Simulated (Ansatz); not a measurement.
## Run report: SnGe₁₅, geometry relaxation (part 2 of 2)

Continued. System: SnGe₁₅ (16 atoms in the cell). Method: DFT PBEsol, scalar-relativistic, plane waves, PAW, no spin polarisation (Ansatz 0.2.0); cutoff 420 eV, 4×4×4 k-mesh, Gaussian smearing of 0.1 eV. The structure was built on a prototype by a generator; it need not be a known phase.

Geometry of the input (Å; fractional positions):
```
0.0000  5.7084  -5.7084
5.7084  5.7084  0.0000
5.7084  0.0000  -5.7084
Sn 0.5000  -0.0000  0.5000
Ge 0.5000  0.5000  0.5000
Ge 0.0000  -0.0000  0.5000
Ge 0.0000  0.5000  0.5000
Ge 0.5000  -0.0000  0.0000
Ge 0.5000  0.5000  0.0000
Ge 0.0000  0.0000  0.0000
Ge 0.0000  0.5000  -0.0000
Ge 0.3750  0.3750  0.3750
Ge 0.3750  0.8750  0.3750
Ge 0.8750  0.3750  0.3750
Ge 0.8750  0.8750  0.3750
Ge 0.3750  0.3750  0.8750
Ge 0.3750  0.8750  0.8750
Ge 0.8750  0.3750  0.8750
Ge 0.8750  0.8750  0.8750
```

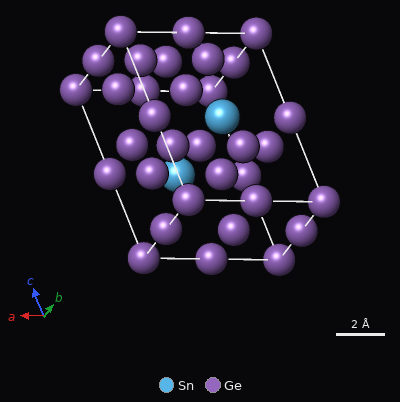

**Figure 1.** The geometry at step 3 of the log (spheres-only view of the cell of the calculation, seen at an oblique angle).

Output, continued:
```
--- Stress (GPa, compression-positive) ---
       -0.050996       0.000000       0.000000
        0.000000      -0.050996      -0.000000
        0.000000      -0.000000      -0.050996
  P = ⅓ Tr σ = -0.0510 GPa (-0.510 kbar)
--- Band table (eV; the first three rows and the last of 8) ---
  k-point 0: bands = ["-16.6381", "-16.6381", "-16.6381", "-16.6290", "-16.6290", "-16.6290", "-16.6074", "-16.6074", "-16.6056", "-16.6056", "-16.6056", "-16.5783", "-16.5703", "-16.5703", "-16.5703", "-16.5641", "-16.5641", "-16.5529", "-16.5529", "-16.5529", "-16.5424", "-16.5424", "-16.5424", "-16.5179", "-16.5179", "-16.5179", "-16.5117", "-16.5117", "-16.4978", "-16.4958", "-16.4958", "-16.4958", "-16.4685", "-16.4685", "-16.4471", "-16.4329", "-16.4329", "-16.4329", "-16.4173", "-16.4173", "-16.4173", "-16.4086", "-16.4086", "-16.4046", "-16.3898", "-16.3898", "-16.3898", "-16.3859", "-16.3859", "-16.3657", "-16.3657", "-16.3657", "-16.3395", "-16.3395", "-16.3395", "-16.3109", "-16.3109", "-16.3109", "-16.2956", "-16.2956", "-16.2956", "-16.2949", "-16.2949", "-16.2947", "-16.2779", "-16.2779", "-16.2779", "-16.2565", "-16.2565", "-16.2565", "-16.2553", "-16.2553", "-16.2211", "-16.2211", "-16.2211", "-13.0315", "-13.0315", "-13.0315", "-12.9897", "-12.9897", "-4.3242", "-2.3587", "-2.3587", "-2.3587", "-2.1288", "-0.6275", "-0.6275", "-0.5796", "-0.5796", "-0.5796", "-0.1368", "0.7601", "0.7601", "0.7601", "0.9025", "5.2017", "5.2017", "5.2017", "5.2604", "5.2604", "5.2604", "6.6978", "6.6978", "6.8147", "6.8147", "6.8147", "7.0402", "7.0402", "7.0402", "7.7970", "8.1733", "8.1733", "8.1733", "8.2919", "8.2919", "8.2919", "8.5330", "8.8956", "8.8956", "8.8956", "8.9894", "8.9894", "9.1325", "10.7416", "10.7416", "10.7416", "11.8068", "11.8068", "11.8068", "11.9290", "11.9290", "11.9290", "12.0424", "12.0424", "14.3009"]
  k-point 1: bands = ["-16.6449", "-16.6413", "-16.6413", "-16.6314", "-16.6314", "-16.6291", "-16.6124", "-16.6124", "-16.6069", "-16.6054", "-16.6054", "-16.5766", "-16.5766", "-16.5747", "-16.5722", "-16.5605", "-16.5605", "-16.5517", "-16.5450", "-16.5450", "-16.5372", "-16.5372", "-16.5319", "-16.5163", "-16.5163", "-16.5132", "-16.4989", "-16.4989", "-16.4958", "-16.4908", "-16.4908", "-16.4905", "-16.4690", "-16.4690", "-16.4539", "-16.4357", "-16.4336", "-16.4336", "-16.4280", "-16.4257", "-16.4257", "-16.4156", "-16.4156", "-16.4057", "-16.3958", "-16.3958", "-16.3935", "-16.3872", "-16.3872", "-16.3653", "-16.3653", "-16.3599", "-16.3424", "-16.3424", "-16.3412", "-16.3117", "-16.3103", "-16.3103", "-16.2964", "-16.2964", "-16.2947", "-16.2941", "-16.2941", "-16.2924", "-16.2781", "-16.2757", "-16.2757", "-16.2551", "-16.2549", "-16.2549", "-16.2527", "-16.2527", "-16.2212", "-16.2211", "-16.2211", "-13.0315", "-13.0315", "-13.0315", "-12.9897", "-12.9897", "-4.1409", "-2.8321", "-2.2628", "-2.2628", "-2.0980", "-1.3979", "-1.3979", "-1.1224", "0.2985", "0.2985", "0.4809", "0.8738", "0.8738", "1.0323", "1.7122", "4.7427", "4.7427", "4.7576", "5.3734", "5.4156", "5.4156", "5.5565", "5.5565", "5.6000", "6.0591", "6.4757", "6.5274", "6.5274", "7.0351", "7.0351", "7.9661", "7.9661", "8.3491", "8.8879", "9.0552", "9.0552", "9.1706", "9.4487", "9.4487", "9.7505", "10.0950", "10.0950", "10.1067", "11.1797", "11.1797", "11.5111", "11.6313", "11.6313", "11.8699", "11.9550", "11.9550", "12.5100", "12.6807", "12.6807", "15.0062"]
  k-point 2: bands = ["-16.6503", "-16.6450", "-16.6450", "-16.6325", "-16.6325", "-16.6292", "-16.6154", "-16.6154", "-16.6083", "-16.6072", "-16.6072", "-16.5801", "-16.5801", "-16.5738", "-16.5727", "-16.5581", "-16.5581", "-16.5514", "-16.5400", "-16.5400", "-16.5307", "-16.5307", "-16.5191", "-16.5174", "-16.5174", "-16.5080", "-16.4924", "-16.4851", "-16.4851", "-16.4755", "-16.4755", "-16.4753", "-16.4682", "-16.4682", "-16.4645", "-16.4596", "-16.4420", "-16.4420", "-16.4415", "-16.4415", "-16.4247", "-16.4185", "-16.4185", "-16.4081", "-16.4015", "-16.4015", "-16.3957", "-16.3881", "-16.3881", "-16.3655", "-16.3655", "-16.3561", "-16.3442", "-16.3442", "-16.3428", "-16.3121", "-16.3095", "-16.3095", "-16.2974", "-16.2974", "-16.2938", "-16.2933", "-16.2933", "-16.2903", "-16.2782", "-16.2741", "-16.2741", "-16.2538", "-16.2531", "-16.2531", "-16.2503", "-16.2503", "-16.2214", "-16.2211", "-16.2211", "-13.0316", "-13.0315", "-13.0315", "-12.9897", "-12.9897", "-3.6602", "-3.5520", "-1.9824", "-1.9600", "-1.9600", "-1.9474", "-1.9474", "-1.4774", "0.8282", "0.8282", "0.8386", "0.9668", "0.9668", "1.3250", "3.5255", "3.5771", "4.5285", "4.5285", "4.5550", "4.5893", "4.5893", "4.8309", "5.8046", "5.8046", "5.8373", "5.8654", "6.0149", "6.0149", "7.2779", "7.2779", "7.5439", "7.5439", "8.5703", "8.8387", "9.4197", "9.4673", "9.4673", "9.6487", "9.6487", "9.8376", "11.7083", "11.7083", "11.8428", "11.8428", "12.1231", "12.1853", "12.1853", "12.3754", "12.3754", "12.4332", "13.3814", "13.3949", "13.3949", "13.4141", "13.4141"]
  k-point 7: bands = ["-16.6520", "-16.6477", "-16.6438", "-16.6385", "-16.6345", "-16.6302", "-16.6164", "-16.6130", "-16.6124", "-16.6103", "-16.6067", "-16.5860", "-16.5781", "-16.5780", "-16.5666", "-16.5663", "-16.5483", "-16.5455", "-16.5388", "-16.5378", "-16.5254", "-16.5195", "-16.5190", "-16.5068", "-16.5036", "-16.4983", "-16.4976", "-16.4967", "-16.4926", "-16.4767", "-16.4694", "-16.4689", "-16.4670", "-16.4615", "-16.4595", "-16.4568", "-16.4496", "-16.4452", "-16.4428", "-16.4343", "-16.4295", "-16.4292", "-16.4273", "-16.4182", "-16.4115", "-16.4033", "-16.4002", "-16.3945", "-16.3854", "-16.3641", "-16.3605", "-16.3528", "-16.3497", "-16.3437", "-16.3425", "-16.3147", "-16.3105", "-16.3094", "-16.2980", "-16.2979", "-16.2930", "-16.2924", "-16.2921", "-16.2891", "-16.2756", "-16.2737", "-16.2727", "-16.2540", "-16.2523", "-16.2509", "-16.2504", "-16.2478", "-16.2217", "-16.2211", "-16.2208", "-13.0316", "-13.0315", "-13.0315", "-12.9897", "-12.9897", "-3.2270", "-3.1678", "-3.1573", "-2.9389", "-1.6179", "-1.6089", "-1.6044", "-1.2616", "0.5444", "0.6368", "0.6399", "0.8678", "2.7632", "2.8176", "2.9186", "3.1626", "3.9977", "4.0305", "4.0573", "4.1537", "5.3928", "5.4040", "5.4205", "5.4301", "5.5101", "5.5730", "5.6643", "5.6779", "6.5556", "6.6100", "6.7636", "6.8409", "10.4133", "10.4421", "10.4458", "10.4945", "10.6283", "10.6556", "10.6664", "10.7328", "10.8330", "10.8385", "11.1840", "11.3015", "12.4809", "12.5267", "12.5860", "12.6046", "12.6667", "12.7288", "12.7829", "12.9293", "12.9958", "13.0353", "13.0764"]
--- Relaxed structure (3 steps of the walk, 3 accepted, 1 SCFs on fresh bases) ---
  F+E_penalty+E_count = -69751.81827934 eV   max|allowed force component| = 4.911e-2 eV/Å   (the final SCF, on the basis selected at the relaxed cell)
  cell:  # Å, volume = 377.5150 Å³
    - [3.8724827450006484e-33, 5.7363382402575525, -5.7363382402575525]
    - [5.7363382402575525, 5.7363382402575525, -1.3859411929476004e-32]
    - [5.7363382402575525, 1.1006003591054475e-32, -5.7363382402575525]
  atoms:
    - { symbol: Sn, position: [0.5, 0.0, 0.5] }
    - { symbol: Ge, position: [0.5000956380900815, 0.4999043619099185, 0.5000956380900815] }
    - { symbol: Ge, position: [-9.56380900814513e-5, 9.56380900814513e-5, 0.5000956380900814] }
    - { symbol: Ge, position: [-9.563809008139579e-5, 0.4999043619099186, 0.5000956380900814] }
    - { symbol: Ge, position: [0.5000956380900814, 9.56380900814513e-5, -9.56380900814513e-5] }
    - { symbol: Ge, position: [0.5000956380900814, 0.4999043619099186, -9.563809008139579e-5] }
    - { symbol: Ge, position: [-9.563809008146903e-5, 9.563809008146945e-5, -9.56380900814694e-5] }
    - { symbol: Ge, position: [-7.508244270652701e-20, 0.5, -7.508244270652701e-20] }
    - { symbol: Ge, position: [0.37017662366424675, 0.38947012900725986, 0.37017662366424675] }
    - { symbol: Ge, position: [0.37017662366424675, 0.8701766236642468, 0.37017662366424675] }
    - { symbol: Ge, position: [0.8751819076373017, 0.37518190763730164, 0.3744542770880949] }
    - { symbol: Ge, position: [0.8894701290072602, 0.8701766236642471, 0.37017662366424653] }
    - { symbol: Ge, position: [0.3744542770880949, 0.37518190763730164, 0.8751819076373017] }
    - { symbol: Ge, position: [0.37017662366424653, 0.8701766236642471, 0.8894701290072602] }
    - { symbol: Ge, position: [0.8751819076373017, 0.37518190763730175, 0.8751819076373017] }
    - { symbol: Ge, position: [0.8751819076373017, 0.874454277088095, 0.8751819076373017] }
```

Trajectory as extended XYZ (Å, eV, eV/Å), 4 frames, from step=1 to step=4:
```
16
Lattice="0.0000 5.7084 -5.7084 5.7084 5.7084 0.0000 5.7084 0.0000 -5.7084" Properties=species:S:1:pos:R:3:forces:R:3 step=1 energy=-69751.54977 pressure_GPa=1.26
Sn    2.8542    2.8542   -5.7084    0.0000   0.0000   0.0000
Ge    5.7084    5.7084   -5.7084    0.0000   0.0000   0.0867
Ge    2.8542    0.0000   -2.8542   -0.0867   0.0000   0.0000
Ge    5.7084    2.8542   -2.8542    0.0000   0.0867   0.0000
Ge    0.0000    2.8542   -2.8542    0.0000  -0.0867   0.0000
Ge    2.8542    5.7084   -2.8542    0.0867   0.0000   0.0000
Ge    0.0000    0.0000    0.0000    0.0000   0.0000  -0.0867
Ge    2.8542    2.8542    0.0000    0.0000   0.0000   0.0000
Ge    4.2813    4.2813   -4.2813    0.8439   0.8439   0.8439
Ge    7.1355    7.1355   -4.2813   -0.8439  -0.8439   0.8439
Ge    4.2813    7.1355   -7.1355   -0.0024   0.0024   0.0024
Ge    7.1355    9.9897   -7.1355   -0.8439   0.8439  -0.8439
Ge    7.1355    4.2813   -7.1355    0.0024  -0.0024   0.0024
Ge    9.9897    7.1355   -7.1355    0.8439  -0.8439  -0.8439
Ge    7.1355    7.1355   -9.9897    0.0024   0.0024  -0.0024
Ge    9.9897    9.9897   -9.9897   -0.0024  -0.0024  -0.0024
16
Lattice="0.0000 5.7425 -5.7425 5.7425 5.7425 0.0000 5.7425 0.0000 -5.7425" Properties=species:S:1:pos:R:3:forces:R:3 step=2 energy=-69751.74352 pressure_GPa=-0.31
Sn    2.8713    2.8713   -5.7425    0.0000   0.0000   0.0000
Ge    5.7425    5.7425   -5.7557    0.0000   0.0000   0.1551
Ge    2.8844    0.0000   -2.8713   -0.1551   0.0000   0.0000
Ge    5.7425    2.8581   -2.8713    0.0000   0.1551   0.0000
Ge    0.0000    2.8844   -2.8713    0.0000  -0.1551   0.0000
Ge    2.8581    5.7425   -2.8713    0.1551   0.0000   0.0000
Ge    0.0000    0.0000    0.0131    0.0000   0.0000  -0.1551
Ge    2.8713    2.8713    0.0000    0.0000   0.0000   0.0000
Ge    4.3876    4.3876   -4.2262   -0.3723  -0.3723  -0.3723
Ge    7.0974    7.0974   -4.2262    0.3723   0.3723  -0.3723
Ge    4.3050    7.1801   -7.1762   -0.0300   0.0300   0.0300
Ge    7.0974   10.1302   -7.2589    0.3723  -0.3723   0.3723
Ge    7.1801    4.3050   -7.1762    0.0300  -0.0300   0.0300
Ge   10.1302    7.0974   -7.2589   -0.3723   0.3723   0.3723
Ge    7.1801    7.1801  -10.0514    0.0300   0.0300  -0.0300
Ge   10.0475   10.0475  -10.0514   -0.0300  -0.0300  -0.0300
16
Lattice="0.0000 5.7363 -5.7363 5.7363 5.7363 0.0000 5.7363 0.0000 -5.7363" Properties=species:S:1:pos:R:3:forces:R:3 step=3 energy=-69751.81738 pressure_GPa=-0.05
Sn    2.8682    2.8682   -5.7363    0.0000   0.0000   0.0000
Ge    5.7363    5.7363   -5.7374    0.0000   0.0000   0.0389
Ge    2.8693    0.0000   -2.8682   -0.0389   0.0000   0.0000
Ge    5.7363    2.8671   -2.8682    0.0000   0.0389   0.0000
Ge    0.0000    2.8693   -2.8682    0.0000  -0.0389   0.0000
Ge    2.8671    5.7363   -2.8682    0.0389   0.0000   0.0000
Ge    0.0000    0.0000    0.0011    0.0000   0.0000  -0.0389
Ge    2.8682    2.8682    0.0000    0.0000   0.0000   0.0000
Ge    4.3576    4.3576   -4.2469   -0.0491  -0.0491  -0.0491
Ge    7.1151    7.1151   -4.2469    0.0491   0.0491  -0.0491
Ge    4.3002    7.1725   -7.1683   -0.0076   0.0076   0.0076
Ge    7.1151   10.0939   -7.2258    0.0491  -0.0491   0.0491
Ge    7.1725    4.3002   -7.1683    0.0076  -0.0076   0.0076
Ge   10.0939    7.1151   -7.2258   -0.0491   0.0491   0.0491
Ge    7.1725    7.1725  -10.0407    0.0076   0.0076  -0.0076
Ge   10.0365   10.0365  -10.0407   -0.0076  -0.0076  -0.0076
16
Lattice="0.0000 5.7363 -5.7363 5.7363 5.7363 0.0000 5.7363 0.0000 -5.7363" Properties=species:S:1:pos:R:3:forces:R:3 step=4 energy=-69751.81828 pressure_GPa=-0.05
Sn    2.8682    2.8682   -5.7363    0.0000   0.0000   0.0000
Ge    5.7363    5.7363   -5.7374    0.0000   0.0000   0.0389
Ge    2.8693    0.0000   -2.8682   -0.0389   0.0000   0.0000
Ge    5.7363    2.8671   -2.8682    0.0000   0.0389   0.0000
Ge    0.0000    2.8693   -2.8682    0.0000  -0.0389   0.0000
Ge    2.8671    5.7363   -2.8682    0.0389   0.0000   0.0000
Ge    0.0000    0.0000    0.0011    0.0000   0.0000  -0.0389
Ge    2.8682    2.8682    0.0000    0.0000   0.0000   0.0000
Ge    4.3576    4.3576   -4.2469   -0.0491  -0.0491  -0.0491
Ge    7.1151    7.1151   -4.2469    0.0491   0.0491  -0.0491
Ge    4.3002    7.1725   -7.1683   -0.0076   0.0076   0.0076
Ge    7.1151   10.0939   -7.2258    0.0491  -0.0491   0.0491
Ge    7.1725    4.3002   -7.1683    0.0076  -0.0076   0.0076
Ge   10.0939    7.1151   -7.2258   -0.0491   0.0491   0.0491
Ge    7.1725    7.1725  -10.0407    0.0076   0.0076  -0.0076
Ge   10.0365   10.0365  -10.0407   -0.0076  -0.0076  -0.0076
```
